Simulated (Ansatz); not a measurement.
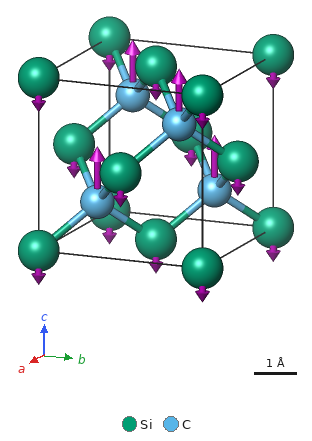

The lowest optical mode of a crystal of SiC (a generated structure) at a fixed volume, space group F-43m (No. 216), at the zone centre. Displacements are drawn as purple arrows; their common scale and sign are arbitrary. A ball-and-stick model of the conventional cell (4 times the calculation's cell), seen slightly off an axis. Lengths and directions refer to the drawn axes.

All numbers below come from DFT LDA, scalar-relativistic, plane waves, PAW (Ansatz). (plane-wave cutoff 420 eV; k-point mesh 8 × 8 × 8; occupations fixed; no spin polarisation)

Frequencies are those without the non-analytic (LO–TO) term.

Question: Is this crystal at a minimum with respect to the drawn distortion?

Answer: Yes: this softest mode has a real frequency, and so have all others here. That speaks for this wave vector alone: the rest of the zone wasn't checked in this run. This is the T₂ mode (triply degenerate; one member of the set is drawn) at 23.9 THz, the only optical level, infrared- and Raman-active by symmetry. The C sublattice moves against the Si sublattice, along c; the kinetic energy is shared as C 70 %, Si 30 %. Its infrared intensity is 61 (D/Å)²/amu for the set. The value is the transverse one; the longitudinal partner lies at 973 cm⁻¹.
